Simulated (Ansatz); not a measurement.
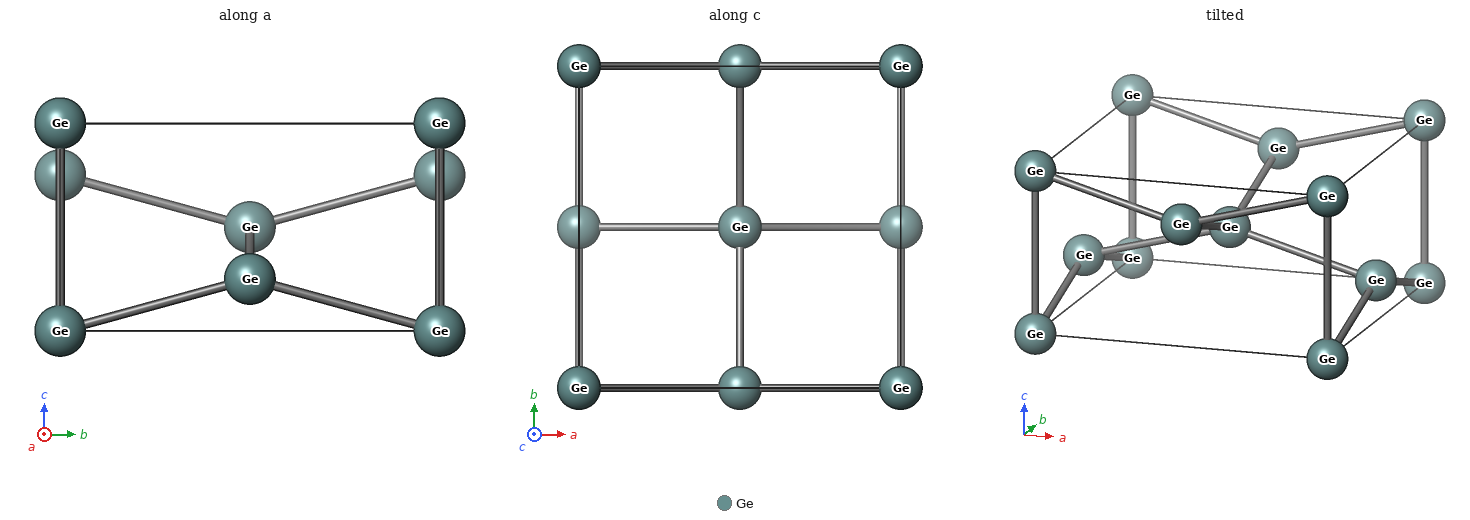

Ball-and-stick drawing of the structure, looking along the a axis, along the c axis and slightly off an axis. Atoms at the boundary of the conventional unit cell (the box) are drawn once for each face, edge or corner they touch. Cell: a = 5.147 Å, b = 5.147 Å, c = 2.818 Å, α = 90.00°, β = 90.00°, γ = 90.00°.

Explain the picture.

- The element is germanium.
- It is body-centred tetragonal, space group I4_1/amd (No. 141).
- The arrangement is known as β-tin type.
- The cell holds four atoms.
- Each Ge has six Ge at about 2.7 to 2.8 Å.
- The bonds build a three-dimensional framework.

Starting structure: a structure listed in the Materials Project. Earlier steps of the study may have refined or changed the cell and positions. It was the input of a calculation with Ansatz.
